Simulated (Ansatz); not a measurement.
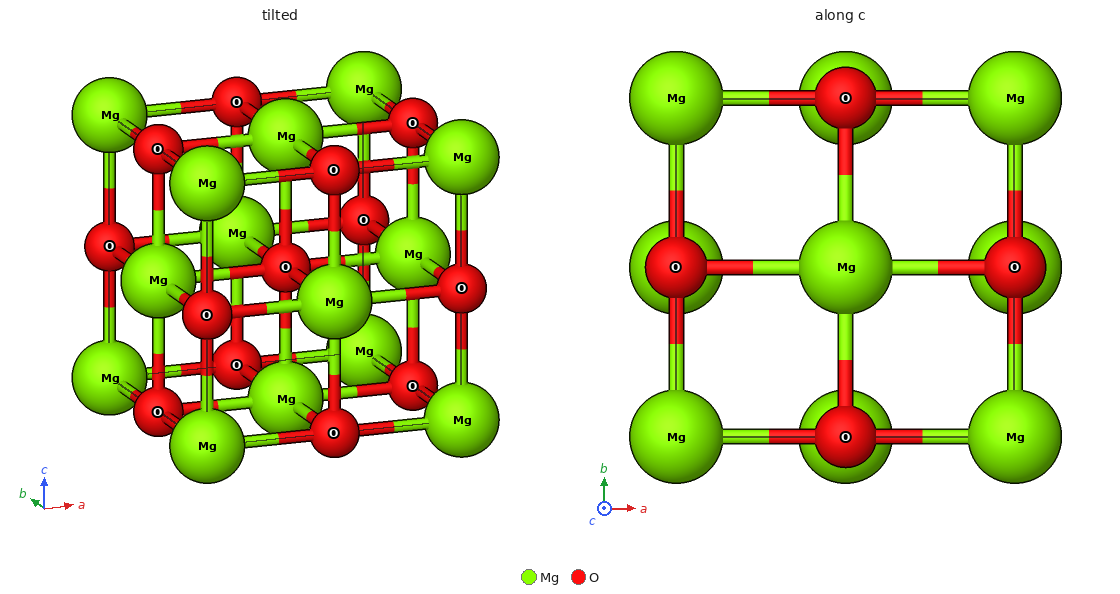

MgO, rock salt (NaCl type), space group Fm-3m (No. 225), a = 4.194 Å, b = 4.194 Å, c = 4.194 Å, α = 90.00°, β = 90.00°, γ = 90.00°. Drawn in the ball-and-stick manner and seen slightly off an axis and along the c axis. The conventional unit cell is outlined; an atom on or near a face, edge or corner is repeated at each equivalent position. This one geometry was run with eight functionals. The cell is a structure listed in the Materials Project.

Alike in all runs: Ansatz 0.2.0; potentials Ansatz PAW; cutoff 420 eV; k mesh 6 × 6 × 6 on the run's cell of 2 atoms; occupations fermi-dirac, width 0.05 eV; no spin polarisation; no spin-orbit coupling.

| level | pressure (GPa) | gap (eV) |
| --- | --- | --- |
| PBE0 | 1.0 | 7.36 |
| HSE06 | 0.9 | 6.62 |
| RPBE | 11.9 | 4.98 |
| LDA | -4.1 | 4.78 |
| BLYP | 9.2 | 5.15 |
| PBE | 6.9 | 4.87 |
| PBEsol | ? | ? |
| revPBE | 10.8 | 4.96 |

Question: Fill in the row of PBEsol.

Answer: Pressure 2.3 GPa; gap 4.76 eV. That is between PBE0 and PBE in pressure.

Question: Order the levels by the equilibrium volume that these pressures point to, smallest first.

Answer: LDA (-4.1 GPa), HSE06 (0.9 GPa), PBE0 (1.0 GPa), PBEsol (2.3 GPa), PBE (6.9 GPa), BLYP (9.2 GPa), revPBE (10.8 GPa), RPBE (11.9 GPa). A higher pressure at one volume points to a larger equilibrium volume, as long as the bulk moduli are alike; rows a few tenths of a GPa apart can't be told apart.

Gaps are the least found on the k-mesh or band path.

Notes on single rows: PBE0 and HSE06: the k mesh is coarse (spacing up to 0.43 Å⁻¹), so the values aren't converged, least of all with exact exchange; PBE0 and HSE06: the pressure holds a Pulay correction of +0.4 GPa for the finite cutoff; RPBE and revPBE: the pressure holds a Pulay correction of +0.5 GPa for the finite cutoff; LDA: the pressure holds a Pulay correction of +0.8 GPa for the finite cutoff; BLYP: the pressure holds a Pulay correction of +0.7 GPa for the finite cutoff.

Caveat: the k mesh is coarse (spacing up to 0.43 Å⁻¹), so the values aren't converged; rows whose functional differs from that of their potentials carry a shift in pressure and volume, which can reorder them.
